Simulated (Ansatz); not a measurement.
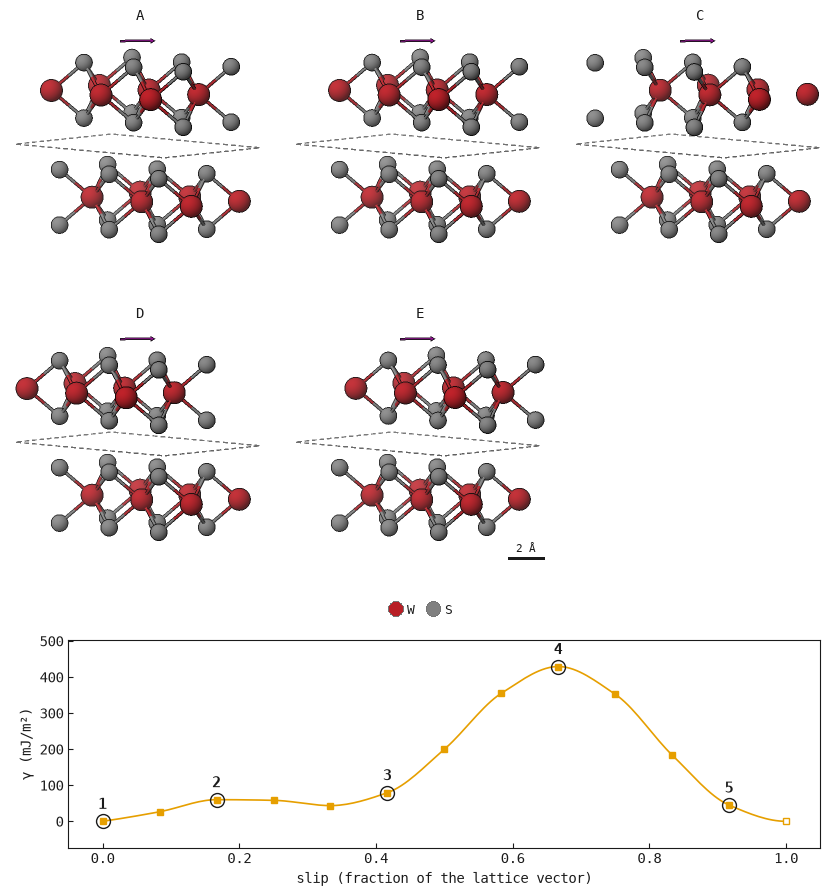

Crystalline WS₂ (P6_3/mmc): the crystal above a cut along the (0 0 1) plane of the conventional cell (between a plane of S below and one of S above, 2.92 Å apart) is slid rigidly by fractions of an in-plane lattice vector 5.46 Å long (a generalised stacking fault). One cut stands in each cell, which starts 12.1 Å high; nothing is relaxed, and the dashed outline marks the cut, the arrow on top the direction of slip. The frames are shuffled; the numbered points of the plot belong to them. Hollow markers are points alike by symmetry, not computed again. Style: ball-and-stick. Shown: the layers on both sides of the cut, from the side, nearly along the cut plane.

Computed with DFT PBE+D3(BJ), scalar-relativistic, plane waves, PAW in Ansatz. Settings: plane-wave cutoff 420 eV; k-point mesh 10 × 10 × 3; occupations gaussian; smearing width 0.05 eV; no spin polarisation. Energies (free energies at the smearing named) are counted from the relaxed crystal.

Which frame belongs to which numbered point?

Point 1 is frame B (the slip 0.00, 0 mJ/m²); 2 is frame E (the slip 0.167, 60 mJ/m²); 3 is frame C (the slip 0.417, 79 mJ/m²); 4 is frame D (the slip 0.667, 429 mJ/m²); 5 is frame A (the slip 0.917, 45 mJ/m²). The curve starts and ends at zero, since a full lattice vector restores the crystal. Its highest computed point is 429 mJ/m² at slip 0.667. The local minimum at 0.333 (44 mJ/m²) is a metastable fault on this line; the lower of the two humps that part it from the perfect crystal is 60 mJ/m² high. The path isn't symmetric about half-way. Relaxation across the fault would lower the values.
